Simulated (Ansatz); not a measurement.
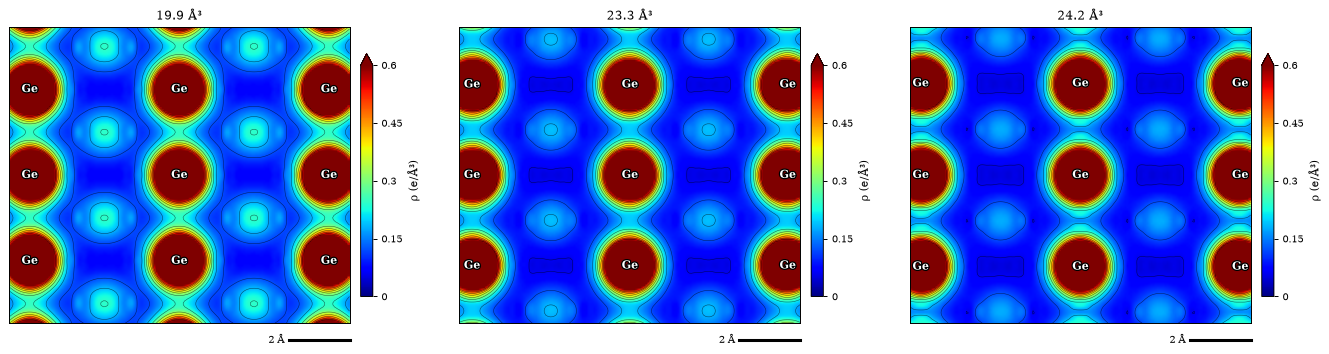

Ge. The valence pseudo-density of cells scaled evenly to different volumes (given per atom above each panel), on the (100) plane of each (indices in the axes of the cell below), at one length scale and on one colour scale.

A generated structure, not necessarily the stable one.

The calculation used Ansatz, DFT, BLYP, plane waves (420 eV) with PAW, scalar-relativistic.

In a PAW calculation such maps are meaningful between the atoms, not at the nuclei.

The largest cell:

```
Ge
1.0
     5.26559    0.00000    0.00000
    -2.63279    4.56013    0.00000
     0.00000    0.00000    3.02136
Ge
3
Direct
  0.00000 0.00000 0.00000
  0.33333 0.66667 0.50000
  0.66667 0.33333 0.50000
```

| volume (Å³/atom) | Ge–Ge contact in the plane (Å) | ρ at its midpoint (e/Å³) | pressure (GPa) | 
| --- | --- | --- | --- |
| 19.86 | 2.830 | 0.247 | 4.7 | 
| 21.59 | 2.909 | ? | ? | 
| 23.32 | 2.985 | 0.196 | −3.1 | 
| 24.18 | 3.021 | 0.154 | −4.3 | 

**Estimate the missing row, and compare with the calculation.**

Over the known rows ln ρ falls by 2.18 per Å of Ge–Ge distance (a least-squares line), which gives 0.211 e/Å³ at 2.909 Å; the calculation gives 0.221 e/Å³. For the pressure, a straight line in volume between the neighbouring rows gives 0.8 GPa; the calculation gives −0.1, lower because pressure rises ever faster on compression.
